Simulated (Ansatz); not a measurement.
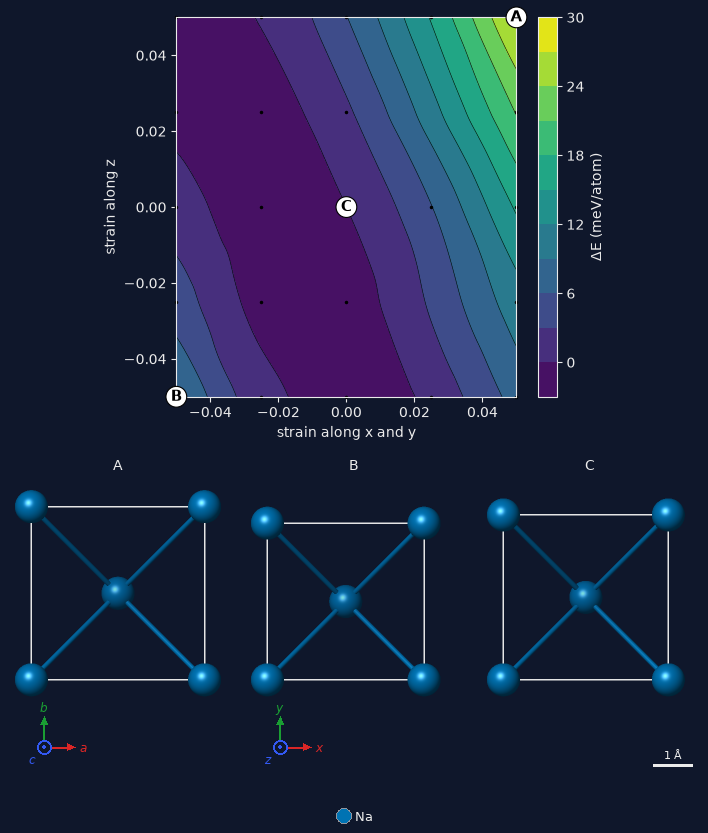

A scan of crystalline Na (Im-3m): the cell is strained equally along x and y and separately along z, with the atoms kept at their fractional coordinates. x, y and z are the Cartesian axes of the input. The map is interpolated between the computed points (dots). The lettered frames are marked on it. Style: ball-and-stick. Shown: the conventional cell (2 times the calculation's cell), along the c axis. Lengths and directions refer to the drawn axes.

Theory: DFT PBEsol, scalar-relativistic, plane waves, PAW (Ansatz). Set-up: plane-wave cutoff 420 eV; k-point mesh 16 × 16 × 16; occupations gaussian; smearing width 0.15 eV; no spin polarisation. Energies (free energies at the smearing named) are counted from the cell as listed in its source, which wasn't relaxed.

### What does the map show?

In pairs of (strain along x and y; strain along z): the lowest computed point lies at (−0.025, 0.000) (−1.7 meV/atom), the highest at (0.050, 0.050) (27.8 meV/atom). The valley is tilted: raising the in-plane strain is made harder by raising the strain along z (cross term 0.95 of the geometric mean of the two curvatures). Over the ranges scanned the energy rises more along the first axis, the in-plane strain. The pressure runs from −1.1 GPa at (0.050, 0.050) to 1.0 GPa at (−0.050, −0.050). The frames lie at A (0.050, 0.050): 27.8 meV/atom, B (−0.050, −0.050): 9.3 meV/atom, C (0.000, 0.000): 0.0 meV/atom.

The computed points:

Rows: strain along x and y; columns: strain along z; values in meV/atom; a dash marks a point that wasn't computed.

```
        −0.050  −0.025  0.000  0.025  0.050
−0.050     9.3     4.6    1.4   −0.5   −1.3
−0.025     1.2    −1.0   −1.7   −1.3    0.2
 0.000    −1.3    −1.4    0.0    2.5    5.9
 0.025     0.9       –    5.9      –   15.3
 0.050     7.1    10.7   15.4   21.2   27.8
```
